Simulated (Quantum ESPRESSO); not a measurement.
# silicene, 1 layer, stepped through biaxial strain, part 3 of 6

Aim: how the results for silicene, 1 layer change with biaxial strain.

Quantum ESPRESSO 7.5; plane-wave DFT, PBE, GBRV ultrasoft pseudopotentials.

So far. Step 3 (Relaxing the ions, -4 %): The relaxation lowers the energy by 19 meV an atom. Step 4 (SCF with pw.x, -4 %): By band count these two levels touch or overlap: there is no gap, and they are no band edges.

### 5. Electrostatic potential, -4 %

plot_num = 11 writes the bare and Hartree potential, from which vacuum levels or, in a crystal, the mean potential are read.

Contents of m0.pot.in:

```
&inputpp
  prefix = 'm0.scf'
  outdir = './out'
  filplot = 'm0.pot.dat'
  plot_num = 11
/
```

On the command line:

```console
OMP_NUM_THREADS=1 mpirun -n 4 pp.x -in m0.pot.in > m0.pot.out
```

The program printed:

```text
[banner, memory and clock lines left out]
Program POST-PROC v.7.5 starts

          URL

     ./out/m0.scf.save/

     IMPORTANT: XC functional enforced from input :
     Exchange-correlation= PBE
                           (   1   4   3   4   0   0   0)
     Any further DFT definition will be discarded
     Please, verify this is what you really want

     negative rho (up, down):  6.662E-04 0.000E+00

     Calling punch_plot, plot_num =  11
     Writing data to file  m0.pot.dat
     Message from routine chdens:
     namelist plot not found or invalid, exiting
```

Wall time 1.2 s (4 MPI ranks of Intel Xeon Platinum 8488C (Sapphire Rapids), shared host); peak memory 0.09 GiB; 3.8 s of CPU time.

Numbers from this step:

```
work function of the upper face                                       : 4.523 eV
slope of the potential above                                          : 6.94e-5 eV/Å
upper vacuum line continued to the top atoms, over the Fermi level    : 4.523 eV
work function of the lower face                                       : 4.523 eV
slope of the potential below                                          : -5.70e-5 eV/Å
lower vacuum line continued to the bottom atoms, over the Fermi level : 4.523 eV
```

Electrostatic potential energy of an electron; zero at the Fermi level. Potential energy, planar mean against z:

```tsv
z (Å)	potential energy, planar mean (eV)
0	4.52
2	4.52
4	4.52
6	3.67
8	-12.4
10	4.33
12	4.52
14	4.52
```

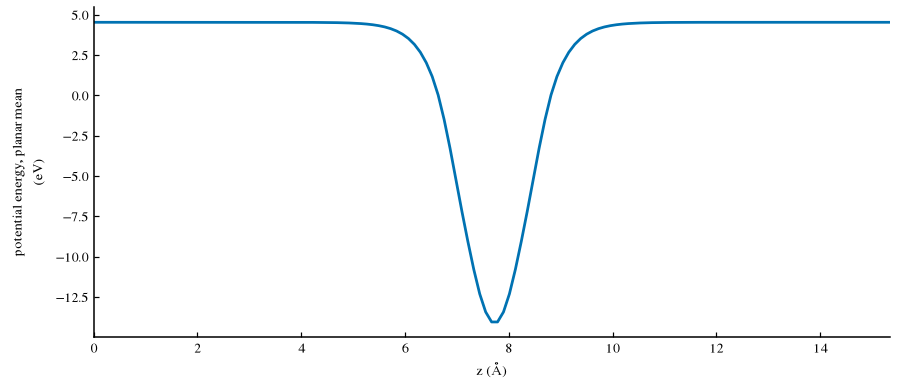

Potential energy, planar mean, plotted against z.

### 6. Band structure, -4 %

Bands along a path place the edges.

Contents of m0.bands.in:

```
&control
  prefix = 'm0.bands'
  outdir = './out'
  pseudo_dir = './pseudo'
  calculation = 'bands'
/
&system
  ibrav = 0
  nat = 2
  ntyp = 1
  ecutwfc = 40
  ecutrho = 200
  occupations = 'smearing'
  smearing = 'fd'
  degauss = 0.002
  nbnd = 10
/
&electrons
  conv_thr = 1e-07
  mixing_beta = 0.4
  electron_maxstep = 120
  mixing_mode = 'plain'
/
ATOMIC_SPECIES
  Si  28.0850  si_pbe_v1.uspp.F.UPF
CELL_PARAMETERS angstrom
  3.71305286976000 0.00000000000000 0.00000000000000
  -1.85652643488000 3.21559811136000 0.00000000000000
  0.00000000000000 0.00000000000000 15.45000000000000
ATOMIC_POSITIONS crystal
  Si  0.666666666700 0.333333333300 0.480197522800
  Si  0.333333333300 0.666666666700 0.519802477200
K_POINTS crystal_b
4
  0.0000000000 0.0000000000 0.0000000000 12
  0.5000000000 0.0000000000 0.0000000000 12
  0.3333333333 0.3333333333 0.0000000000 12
  0.0000000000 0.0000000000 0.0000000000 1
```

On the command line:

```console
cp -r out/m0.scf.save out/m0.bands.save
cp out/m0.scf.xml out/m0.bands.xml
OMP_NUM_THREADS=1 mpirun -n 4 pw.x -nk 4 -in m0.bands.in > m0.bands.out
```

The program printed:

```text
[banner, memory and clock lines left out]
Program PWSCF v.7.5 starts

          URL

     Atomic positions and unit cell read from directory:
     ./out/m0.bands.save/

     Message from routine setup:
     using ibrav=0 with symmetry is DISCOURAGED, use correct ibrav instead

     G-vector sticks info

     bravais-lattice index     =            0
     lattice parameter (alat)  =       7.0167  a.u.
     unit-cell volume          =    1244.8527 (a.u.)^3
     number of atoms/cell      =            2
     number of atomic types    =            1
     number of electrons       =         8.00
     number of Kohn-Sham states=           10
     kinetic-energy cutoff     =      40.0000  Ry
     charge density cutoff     =     200.0000  Ry
     Exchange-correlation= SLA  PW   PBE  PBE
                           (   1   4   3   4   0   0   0)

     celldm(1)=   7.016653  celldm(2)=   0.000000  celldm(3)=   0.000000
     celldm(4)=   0.000000  celldm(5)=   0.000000  celldm(6)=   0.000000

     crystal axes: (cart. coord. in units of alat)
               a(1) = (   1.000000   0.000000   0.000000 )
               a(2) = (  -0.500000   0.866025   0.000000 )
               a(3) = (   0.000000   0.000000   4.160997 )

     reciprocal axes: (cart. coord. in units 2 pi/alat)
               b(1) = (  1.000000  0.577350 -0.000000 )
               b(2) = (  0.000000  1.154701  0.000000 )
               b(3) = (  0.000000 -0.000000  0.240327 )

     PseudoPot. # 1 for Si read from file:
     ./pseudo/si_pbe_v1.uspp.F.UPF
     Pseudo is Ultrasoft + core correction, Zval =  4.0
     Generated by new atomic code, or converted to UPF format
     Using radial grid of  899 points,  6 beta functions with:
                l(1) =   0
                l(2) =   0
                l(3) =   1
                l(4) =   1
                l(5) =   2
                l(6) =   2
     Q(r) pseudized with  8 coefficients,  rinner =    0.900   0.900   0.900
                                                       0.900   0.900

     atomic species   valence    mass     pseudopotential
     Si                4.00    28.08500     Si( 1.00)

     12 Sym. Ops., with inversion, found

   Cartesian axes

     site n.     atom                  positions (alat units)
         1        Si     tau(   1) = (   0.5000000   0.2886751   1.9981002  )
         2        Si     tau(   2) = (  -0.0000000   0.5773503   2.1628963  )

     number of k points=    37  Fermi-Dirac smearing, width (Ry)=  0.0020
                       cart. coord. in units 2pi/alat
        k(    1) = (   0.0000000   0.0000000   0.0000000), wk =   0.0540541
        k(    2) = (   0.0416667   0.0240563   0.0000000), wk =   0.0540541
        k(    3) = (   0.0833333   0.0481125   0.0000000), wk =   0.0540541
        k(    4) = (   0.1250000   0.0721688   0.0000000), wk =   0.0540541
        k(    5) = (   0.1666667   0.0962250   0.0000000), wk =   0.0540541
        k(    6) = (   0.2083333   0.1202813   0.0000000), wk =   0.0540541
        k(    7) = (   0.2500000   0.1443376   0.0000000), wk =   0.0540541
        k(    8) = (   0.2916667   0.1683938   0.0000000), wk =   0.0540541
        k(    9) = (   0.3333333   0.1924501   0.0000000), wk =   0.0540541
        k(   10) = (   0.3750000   0.2165064   0.0000000), wk =   0.0540541
        k(   11) = (   0.4166667   0.2405626   0.0000000), wk =   0.0540541
        k(   12) = (   0.4583333   0.2646189   0.0000000), wk =   0.0540541
        k(   13) = (   0.5000000   0.2886751   0.0000000), wk =   0.0540541
        k(   14) = (   0.4861111   0.3127314   0.0000000), wk =   0.0540541
        k(   15) = (   0.4722222   0.3367877   0.0000000), wk =   0.0540541
        k(   16) = (   0.4583333   0.3608439   0.0000000), wk =   0.0540541
        k(   17) = (   0.4444444   0.3849002   0.0000000), wk =   0.0540541
        k(   18) = (   0.4305556   0.4089564   0.0000000), wk =   0.0540541
        k(   19) = (   0.4166667   0.4330127   0.0000000), wk =   0.0540541
        k(   20) = (   0.4027778   0.4570690   0.0000000), wk =   0.0540541
        k(   21) = (   0.3888889   0.4811252   0.0000000), wk =   0.0540541
        k(   22) = (   0.3750000   0.5051815   0.0000000), wk =   0.0540541
        k(   23) = (   0.3611111   0.5292377   0.0000000), wk =   0.0540541
        k(   24) = (   0.3472222   0.5532940   0.0000000), wk =   0.0540541
        k(   25) = (   0.3333333   0.5773503   0.0000000), wk =   0.0540541
        k(   26) = (   0.3055556   0.5292377   0.0000000), wk =   0.0540541
        k(   27) = (   0.2777778   0.4811252   0.0000000), wk =   0.0540541
        k(   28) = (   0.2500000   0.4330127   0.0000000), wk =   0.0540541
        k(   29) = (   0.2222222   0.3849002   0.0000000), wk =   0.0540541
        k(   30) = (   0.1944444   0.3367877   0.0000000), wk =   0.0540541
        k(   31) = (   0.1666667   0.2886751   0.0000000), wk =   0.0540541
        k(   32) = (   0.1388889   0.2405626   0.0000000), wk =   0.0540541
        k(   33) = (   0.1111111   0.1924501   0.0000000), wk =   0.0540541
        k(   34) = (   0.0833333   0.1443376   0.0000000), wk =   0.0540541
        k(   35) = (   0.0555556   0.0962250   0.0000000), wk =   0.0540541
        k(   36) = (   0.0277778   0.0481125   0.0000000), wk =   0.0540541
        k(   37) = (   0.0000000   0.0000000   0.0000000), wk =   0.0540541

     Dense  grid:    59459 G-vectors     FFT dimensions: (  32,  32, 135)

     Smooth grid:    42471 G-vectors     FFT dimensions: (  30,  30, 120)

     The potential is recalculated from file :
     ./out/m0.bands.save/charge-density

     negative rho (up, down):  6.662E-04 0.000E+00
     Starting wfcs are    8 randomized atomic wfcs +    2 random wfcs

     Band Structure Calculation
     Davidson diagonalization with overlap

     ethr =  1.25E-09,  avg # of iterations = 52.9

     End of band structure calculation

          k = 0.0000 0.0000 0.0000 (  5285 PWs)   bands (ev):

   -13.4554  -5.6812  -2.8510  -2.8510  -0.0880   1.0546   1.3210   1.3210
     2.0586   2.0897

          k = 0.0417 0.0241 0.0000 (  5273 PWs)   bands (ev):

   -13.4330  -5.6624  -3.0282  -2.8971  -0.0720   1.1495   1.3537   1.4082
     2.0816   2.1150

          k = 0.0833 0.0481 0.0000 (  5279 PWs)   bands (ev):

   -13.3662  -5.6081  -3.4794  -3.0235  -0.0260   1.0473   1.6573   1.7714
     2.1496   2.1935

          k = 0.1250 0.0722 0.0000 (  5278 PWs)   bands (ev):

   -13.2552  -5.5277  -4.0653  -3.2038   0.0428   0.8294   2.0398   2.2372
     2.2868   2.4519

          k = 0.1667 0.0962 0.0000 (  5280 PWs)   bands (ev):

   -13.1005  -5.4716  -4.6515  -3.4100   0.1143   0.5839   2.3712   2.4729
     2.5229   3.0855

          k = 0.2083 0.1203 0.0000 (  5298 PWs)   bands (ev):

   -12.9032  -5.7136  -4.9207  -3.6206   0.1176   0.3856   2.4400   2.6951
     3.0743   3.1557

          k = 0.2500 0.1443 0.0000 (  5316 PWs)   bands (ev):

   -12.6646  -6.3045  -4.7992  -3.8207  -0.0544   0.3084   2.3303   2.9634
     3.1945   3.6521

          k = 0.2917 0.1684 0.0000 (  5292 PWs)   bands (ev):

   -12.3873  -6.9528  -4.5659  -4.0004  -0.2936   0.1848   2.2129   3.2772
     3.4395   4.1748

          k = 0.3333 0.1925 0.0000 (  5324 PWs)   bands (ev):

   -12.0756  -7.5873  -4.2849  -4.1535  -0.5549  -0.0439   2.2587   3.6335
     3.7816   4.5014

          k = 0.3750 0.2165 0.0000 (  5342 PWs)   bands (ev):

   -11.7380  -8.1835  -4.2758  -3.9768  -0.8625  -0.2850   2.4537   4.0219
     4.1868   4.6026

          k = 0.4167 0.2406 0.0000 (  5324 PWs)   bands (ev):

   -11.3941  -8.7152  -4.3648  -3.6656  -1.2104  -0.4558   2.7332   4.3806
     4.6032   4.6379

          k = 0.4583 0.2646 0.0000 (  5346 PWs)   bands (ev):

   -11.0947  -9.1284  -4.4187  -3.4019  -1.5156  -0.5505   3.0211   4.3709
     4.5847   5.0600

          k = 0.5000 0.2887 0.0000 (  5328 PWs)   bands (ev):

   -10.9609  -9.3002  -4.4368  -3.2881  -1.6463  -0.5807   3.1668   4.2449
     4.5763   5.3870

          k = 0.4861 0.3127 0.0000 (  5344 PWs)   bands (ev):

   -10.9532  -9.2990  -4.4969  -3.2752  -1.6458  -0.5080   3.1554   4.2513
     4.4909   5.4451

          k = 0.4722 0.3368 0.0000 (  5338 PWs)   bands (ev):

   -10.9299  -9.2956  -4.6611  -3.2407  -1.6447  -0.3013   3.1148   4.2702
     4.3089   5.5601

          k = 0.4583 0.3608 0.0000 (  5325 PWs)   bands (ev):

   -10.8910  -9.2912  -4.8956  -3.1915  -1.6441   0.0131   3.0281   4.1307
     4.3013   5.6735

          k = 0.4444 0.3849 0.0000 (  5327 PWs)   bands (ev):

   -10.8367  -9.2880  -5.1680  -3.1306  -1.6460   0.4075   2.8801   4.0126
     4.3435   5.7434

          k = 0.4306 0.4090 0.0000 (  5339 PWs)   bands (ev):

   -10.7669  -9.2890  -5.4536  -3.0581  -1.6533   0.8597   2.6787   3.9675
     4.3952   5.8179

          k = 0.4167 0.4330 0.0000 (  5327 PWs)   bands (ev):

   -10.6817  -9.2986  -5.7338  -2.9737  -1.6697   1.3535   2.4518   3.9807
     4.4539   5.9087

          k = 0.4028 0.4571 0.0000 (  5329 PWs)   bands (ev):

   -10.5811  -9.3224  -5.9939  -2.8769  -1.6999   1.8769   2.2272   4.0341
     4.5152   6.0153

          k = 0.3889 0.4811 0.0000 (  5331 PWs)   bands (ev):

   -10.4652  -9.3669  -6.2211  -2.7673  -1.7487   2.0248   2.4194   4.1154
     4.5717   6.1232

          k = 0.3750 0.5052 0.0000 (  5351 PWs)   bands (ev):

   -10.3341  -9.4387  -6.4051  -2.6448  -1.8210   1.8584   2.9678   4.2166
     4.6120   5.9462

          k = 0.3611 0.5292 0.0000 (  5353 PWs)   bands (ev):

   -10.1878  -9.5428  -6.5380  -2.5095  -1.9202   1.7363   3.4966   4.3308
     4.6209   5.6865

          k = 0.3472 0.5533 0.0000 (  5335 PWs)   bands (ev):

   -10.0266  -9.6809  -6.6166  -2.3616  -2.0475   1.6631   3.9331   4.4481
     4.5947   5.5009

          k = 0.3333 0.5774 0.0000 (  5331 PWs)   bands (ev):

    -9.8504  -9.8504  -6.6418  -2.2015  -2.2015   1.6391   4.1038   4.5479
     4.5479   5.5406

          k = 0.3056 0.5292 0.0000 (  5327 PWs)   bands (ev):

   -10.2602  -9.4539  -6.5533  -2.5728  -1.8465   1.7267   3.7859   4.1866
     4.4883   5.3780

          k = 0.2778 0.4811 0.0000 (  5327 PWs)   bands (ev):

   -10.7192  -8.9997  -6.3227  -2.9935  -1.4513   1.9611   3.2881   3.6861
     4.0676   5.4426

          k = 0.2500 0.4330 0.0000 (  5327 PWs)   bands (ev):

   -11.1846  -8.4899  -5.9934  -3.4257  -1.0281   2.2939   2.7920   3.2189
     3.6039   4.8343

          k = 0.2222 0.3849 0.0000 (  5329 PWs)   bands (ev):

   -11.6301  -7.9273  -5.5959  -3.8423  -0.5999   2.3379   2.6223   2.8361
     3.2430   4.2972

          k = 0.1944 0.3368 0.0000 (  5317 PWs)   bands (ev):

   -12.0403  -7.3168  -5.1531  -4.2247  -0.2103   1.9461   2.5535   2.5784
     3.2968   3.8341

          k = 0.1667 0.2887 0.0000 (  5323 PWs)   bands (ev):

   -12.4060  -6.6681  -4.6863  -4.5570   0.0712   1.6325   2.2401   2.4877
     3.1993   3.4513

          k = 0.1389 0.2406 0.0000 (  5317 PWs)   bands (ev):

   -12.7215  -6.0113  -4.8094  -4.2186   0.1875   1.4088   1.9397   2.5272
     2.8877   3.2376

          k = 0.1111 0.1925 0.0000 (  5299 PWs)   bands (ev):

   -12.9832  -5.5173  -4.8179  -3.7776   0.1647   1.2776   1.6847   2.4721
     2.6040   3.3562

          k = 0.0833 0.1443 0.0000 (  5271 PWs)   bands (ev):

   -13.1888  -5.4890  -4.2984  -3.3941   0.0806   1.2315   1.4812   2.3173
     2.3760   3.0419

          k = 0.0556 0.0962 0.0000 (  5265 PWs)   bands (ev):

   -13.3366  -5.5850  -3.6362  -3.0985  -0.0064   1.2511   1.3275   2.1153
     2.1784   2.2445

          k = 0.0278 0.0481 0.0000 (  5267 PWs)   bands (ev):

   -13.4256  -5.6562  -3.0822  -2.9137  -0.0668   1.1921   1.2974   1.4901
     2.0892   2.1235

          k = 0.0000 0.0000 0.0000 (  5285 PWs)   bands (ev):

   -13.4554  -5.6812  -2.8510  -2.8510  -0.0880   1.0546   1.3210   1.3210
     2.0586   2.0897

     XML data file, pseudopotentials, collected wavefunctions

                                        0.00s GPU  (     359 calls)
```

Wall time 8.7 s (4 MPI ranks); peak memory 0.35 GiB; 34 s of CPU time.

Read from the output:

* gap by band count: 1.44e-9 eV

Band numbers count within the set of bands kept for display. The electronic bands at the labelled points (eV, zero at the Fermi level; # counts the bands kept):

```tsv
point	#1	#2	#3	#4	#5	#6	#7	#8
Γ	-11.25	-3.48	-0.65	-0.65	2.11	3.26	3.52	3.52
M	-8.76	-7.10	-2.24	-1.09	0.56	1.62	5.37	6.45
K	-7.65	-7.65	-4.44	0.00	0.00	3.84	6.31	6.75
Γ	-11.25	-3.48	-0.65	-0.65	2.11	3.26	3.52	3.52
```

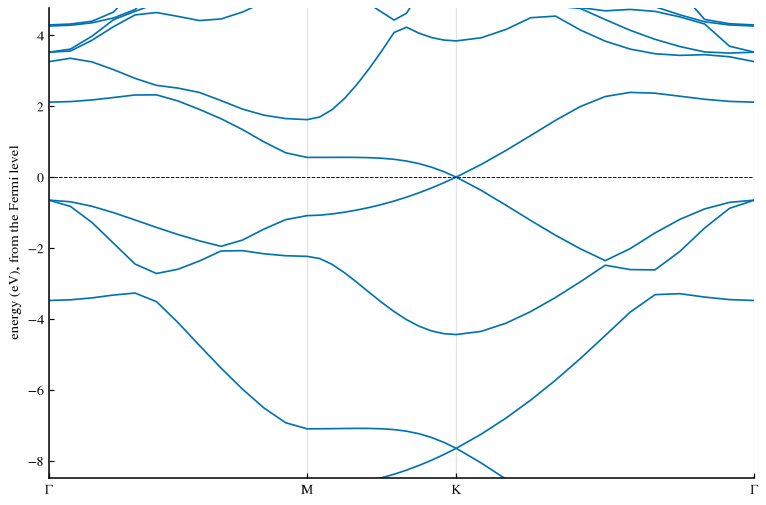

Electronic bands along the path.

By band count these two levels touch or overlap: there is no gap, and they are no band edges.

(Part 3 of 6 ends here.)

[Logs are printed without paths, hosts, clocks, repeated set-up lines and the standing remarks that a program may print on its own settings, such as how far it seeks lower states.]

[Hosts, paths, dates, database ids (printed as entryN), source tags and the programs' standing remarks are cut or masked in the printed files.]

[Maps of the electrostatic potential energy from Ansatz leave out the sawtooth potential of an applied field or a dipole correction, so their vacuum need not be flat; planar profiles and work functions include it.]
